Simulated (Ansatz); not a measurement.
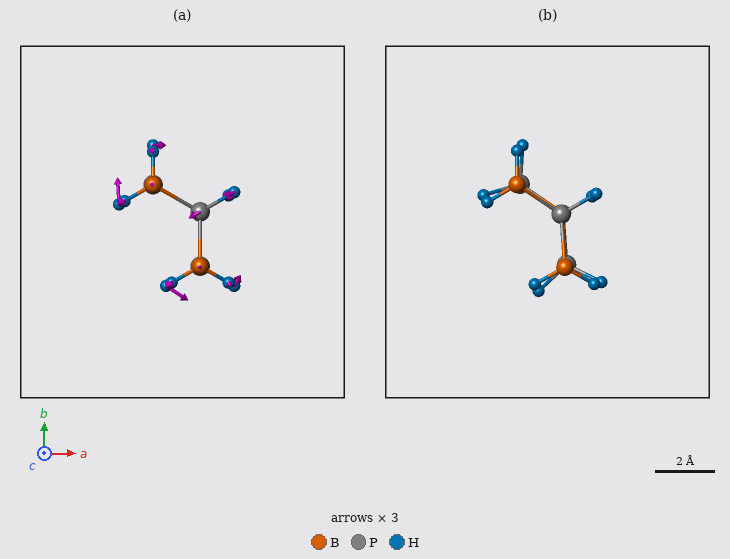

The structure of a wire of composition B3P3H10 before (left) and after (right) a relaxation, at one scale. The purple arrows give the displacements (the part carried along by the change of the cell is left out), 3 times their true length.

A ball-and-stick model of the cell of the calculation, with the vacuum cut short, seen along the c axis.

Theory: DFT PBE, scalar-relativistic, plane waves, PAW; settings changed (Ansatz).

Input file:
```yaml
crystal:
  lattice:
    - [12.9, 0.0, 0.0]
    - [0.0, 14.1, 0.0]
    - [0.0, 0.0, 5.3056159552]
  atoms:
    - { symbol: B, position: [0.5620105334, 0.5090747076, 0.5003791147] }
    - { symbol: B, position: [0.5620105334, 0.3780553612, 0.0003791147] }
    - { symbol: B, position: [0.4379894666, 0.5745843807, 0.0003791147] }
    - { symbol: P, position: [0.5620105334, 0.5090747076, 0.8746208853] }
    - { symbol: P, position: [0.5620105334, 0.3780553612, 0.3746208853] }
    - { symbol: P, position: [0.4379894666, 0.5745843807, 0.3746208853] }
    - { symbol: H, position: [0.6371490655, 0.5487639379, 0.4241881174] }
    - { symbol: H, position: [0.4868720012, 0.3383661309, 0.9241881174] }
    - { symbol: H, position: [0.6371490655, 0.3383661309, 0.9241881174] }
    - { symbol: H, position: [0.3628509345, 0.5348951504, 0.9241881174] }
    - { symbol: H, position: [0.4379894666, 0.6539628414, 0.9241881174] }
    - { symbol: H, position: [0.6516716389, 0.5564349656, 0.9655378737] }
    - { symbol: H, position: [0.4723494278, 0.3306951032, 0.4655378737] }
    - { symbol: H, position: [0.6516716389, 0.3306951032, 0.4655378737] }
    - { symbol: H, position: [0.3483283611, 0.5272241227, 0.4655378737] }
    - { symbol: H, position: [0.4379894666, 0.6693048968, 0.4655378737] }
basis:
  ecutwfc: "51.4 Ry"
kpoints:
  mp_grid: { grid: [1, 1, 6] }
hamiltonian:
  xc: pbe
scf:
  occupations: { method: tetrahedron_uncorrected }
output:
  forces: true
  eigenvalues: true
  stress: true
relax:
  adjacent_minimum: "off"
  f_tol: 0.02
  max_steps: 45
  cell: { fix: [a, b, alpha, beta, gamma], stress_tol: 0.03 }
```

Command:
```bash
ansatz run input.yaml --threads 4 --pin off --max-ram 11264MiB --backend cpu --events-out ev --progress --plain --runs-dir out
```

**Describe what moved and what it gained.**

The energy falls by 0.374 eV per cell of the calculation in 7 accepted moves (8 points after the start). The largest force component goes from 1.2 to 0.015 eV/Å. At 1 point the geometry stayed and the basis and grid were re-selected for the new cell (energy shift of 0.2 meV per cell of the calculation at most each time). H15 moves most relative to the layer's centre: 0.31 Å. By element the largest moves are H 0.31 Å, P 0.16 Å, B 0.12 Å. Along the periodic axis the drawn cell goes c 5.306 → 5.496 Å (+3.6 %). Among the contacts that change: B2–P5 1.986 → 1.957 Å, B1–H7 1.190 → 1.213 Å, B1–P5 1.964 → 1.946 Å, B1–P4 1.986 → 1.970 Å. Bond angles that change, for instance: H13–P5–H14 109.1° → 99.0°, B1–P5–B2 109.9° → 118.1°, B1–P4–H12 109.9° → 102.8°. The run took 97 s on 4 threads of Arm Neoverse V1 (shared host), peak memory 2 GiB.
